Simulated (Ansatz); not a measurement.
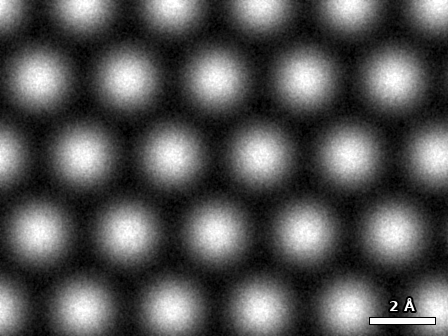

Dark-field STEM-like image of a crystal. The image is simulated as a sum over atoms of Z^1.8, blurred by a 1.30 Å probe (no channelling). The probe carries 15 % of its weight in a tail 2.5 times as wide. The display is stretched by a gamma of 0.8; percentages refer to the linear signal. Shot noise was added.

> What two-dimensional lattice does the image show, and how large is its cell?

The pattern repeats on a hexagonal net with a repeat of 2.8 Å.

> What is the plane group of the image?

p6mm: sixfold points with mirror lines through them.

> How many columns does the smallest repeating cell hold, and how many levels of brightness?

1 column in the primitive cell of 6.7 Å², all of one brightness.

The crystal is Ga (Im-3m, No. 229) seen along [111]. Structure used: the input geometry of an electronic-structure calculation (not necessarily at equilibrium); the starting structure was generated, so it need not be a known form of this composition.
